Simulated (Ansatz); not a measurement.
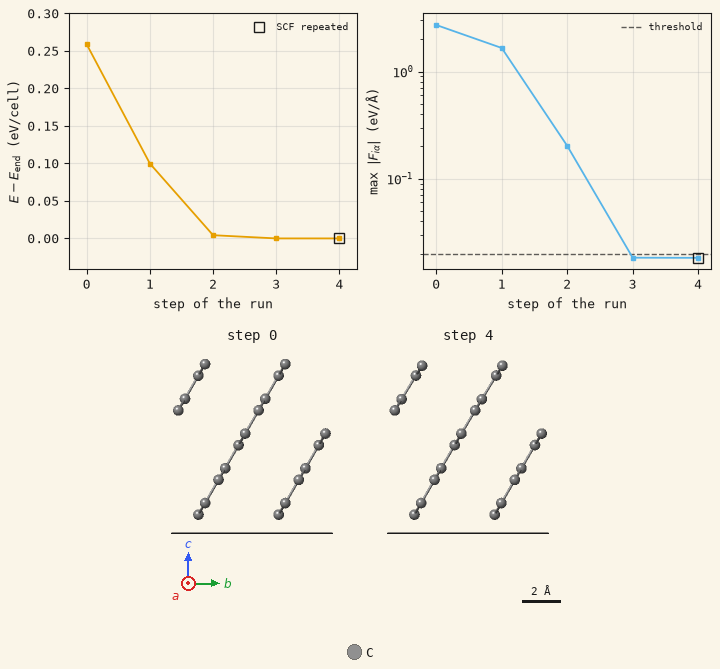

First and last geometry of a constrained relaxation of a slab of composition C (cut from the Fmmm phase), with the history of the run. A ball-and-stick model of the 1 × 2 repeat of the cell, outlined in the plane, without the vacuum, seen along the a axis.

Case: lower part held, upper part relaxed from the bulk's places. The slab is the (0 1 1) face of C. 8 atoms are held fixed.

These are results of DFT PBEsol, scalar-relativistic, plane waves, PAW in Ansatz 0.2.0, not measurements.

Input file:
```yaml
crystal:
  lattice:
    - [4.9177048336, 0.0, 0.0]
    - [0.0, 4.2614789183, 0.0]
    - [0.0, 0.0, 22.9926192905]
  atoms:
    - { symbol: C, position: [0.75, 0.3329292688, 0.3261916316] }
    - { symbol: C, position: [0.25, 0.3329292688, 0.3261916316] }
    - { symbol: C, position: [0.5, 0.4161283432, 0.352922617] }
    - { symbol: C, position: [0.0, 0.4161283432, 0.352922617] }
    - { symbol: C, position: [0.0, 0.5826151395, 0.4064130694] }
    - { symbol: C, position: [0.5, 0.5826151395, 0.4064130694] }
    - { symbol: C, position: [0.75, 0.6658142139, 0.4331440549] }
    - { symbol: C, position: [0.25, 0.6658142139, 0.4331440549] }
    - { symbol: C, position: [0.25, 0.8323010102, 0.4866345073] }
    - { symbol: C, position: [0.75, 0.8323010102, 0.4866345073] }
    - { symbol: C, position: [0.0, 0.9155000846, 0.5133654927] }
    - { symbol: C, position: [0.5, 0.9155000846, 0.5133654927] }
    - { symbol: C, position: [0.5, 0.0819868809, 0.5668559451] }
    - { symbol: C, position: [0.0, 0.0819868809, 0.5668559451] }
    - { symbol: C, position: [0.25, 0.1651859553, 0.5935869306] }
    - { symbol: C, position: [0.75, 0.1651859553, 0.5935869306] }
    - { symbol: C, position: [0.75, 0.3316727516, 0.647077383] }
    - { symbol: C, position: [0.25, 0.3316727516, 0.647077383] }
    - { symbol: C, position: [0.5, 0.414871826, 0.6738083684] }
    - { symbol: C, position: [0.0, 0.414871826, 0.6738083684] }
basis:
  ecutwfc: 420
kpoints:
  mp_grid: { grid: [6, 6, 1] }
hamiltonian:
  xc: pbesol
scf:
  occupations: { method: gaussian, width: 0.05 }
output:
  forces: true
  eigenvalues: true
  write_density: true
  write_potential: true
  elf: true
  volumetric_format: npy
relax:
  adjacent_minimum: "off"
  f_tol: 0.02
  max_steps: 90
  constraints: [{ sites: [0, 1, 2, 3, 4, 5, 6, 7] }]
efield:
  axis: 3
  dipole_correction: true
  ramp_width: 0.04
```

Launched with:
```bash
ansatz run input.yaml --threads 2 --pin off --max-ram 5120MiB --backend cpu --events-out ev --progress --plain --runs-dir out
```

What do the curves and the structures tell?

Answer. It converged. The largest moves, 0.10 Å, are those of C19 and C20. C19 goes at 34° to the normal (−c side). The cell doesn't change. Near-neighbour distances that change, for instance: C15–C18 1.420 → 1.469 Å, C17–C19 1.419 → 1.375 Å, C11–C14 1.420 → 1.430 Å, C13–C15 1.419 → 1.412 Å. Among the angles between lasting bonds that change: C19–C17–C20 120.0° → 126.7°, C16–C17–C19 120.0° → 116.6°. The energy falls by 0.259 eV per cell of the calculation in 3 accepted moves (4 points after the start). The largest force component goes from 2.7 to 0.018 eV/Å. 1 step only repeated the SCF at the same geometry. The run took 3.7 min on 2 threads of AMD EPYC 7R43 64-Core Processor (Zen 3) (shared host), peak memory 0.91 GiB.
